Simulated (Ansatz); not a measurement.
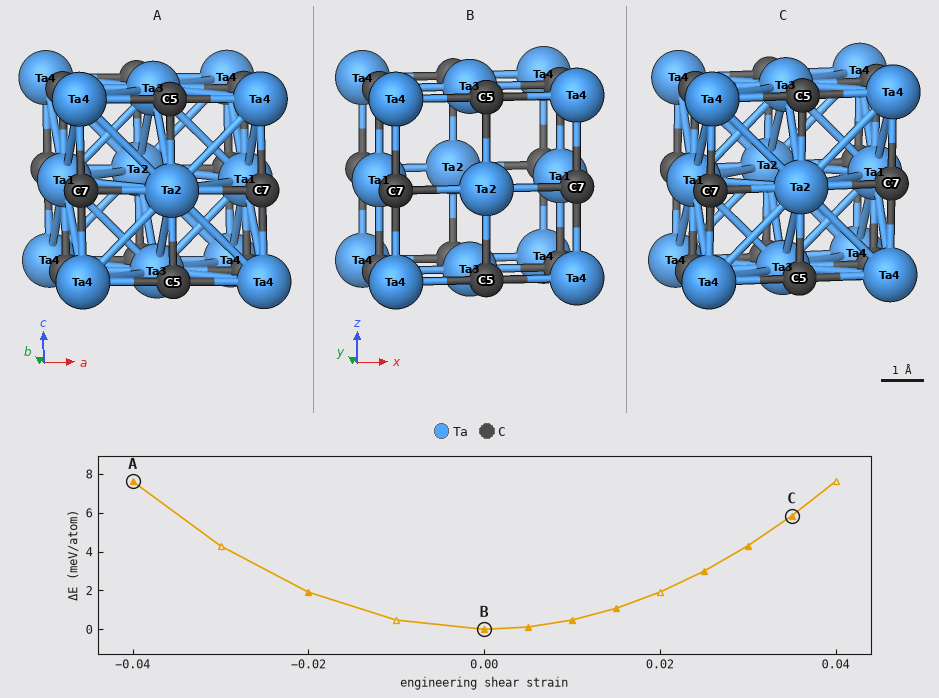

A scan of a crystal of Ta₄C₃ (Pm-3m): the cell is strained in shear in the xz plane, with the atoms kept at their fractional coordinates. x, y and z are the Cartesian axes of the input. The lettered frames are marked on the plot. Hollow markers are points alike by symmetry, not computed again. A ball-and-stick model of the cell of the calculation, seen slightly off an axis.

Computed with DFT r2SCAN, scalar-relativistic, plane waves, PAW in Ansatz 0.2.0. Settings: plane-wave cutoff 500 eV; k-point mesh 10 × 10 × 10; occupations gaussian; smearing width 0.15 eV; no spin polarisation. Energies (free energies at the smearing named) are counted from the relaxed crystal.

What does the scan show?

The lowest computed point lies at the strain 0.00 (0.00 meV/atom). At the ends of the scan the energy is 7.62 meV/atom (−0.04) and 7.62 meV/atom (0.04). The curvature at zero strain, (1/V) d²E/dε², is about 120 GPa; it is C₅₅ with clamped ions. The distortion takes the space group from Pm-3m to Cmmm. At the strain −0.04 the cell of the drawing goes a 4.425 → 4.426 Å, c 4.425 → 4.426 Å, β 90.0° → 92.3°.

The computed points:

```
engineering shear strain  ΔE (meV/atom)
                  −0.040           7.62
                  −0.030           4.30
                  −0.020           1.91
                  −0.010           0.48
                   0.000           0.00
                   0.005           0.12
                   0.010           0.48
                   0.015           1.08
                   0.020           1.91
                   0.025           2.99
                   0.030           4.30
                   0.035           5.84
                   0.040           7.62
```

Points that are alike by symmetry were computed once.
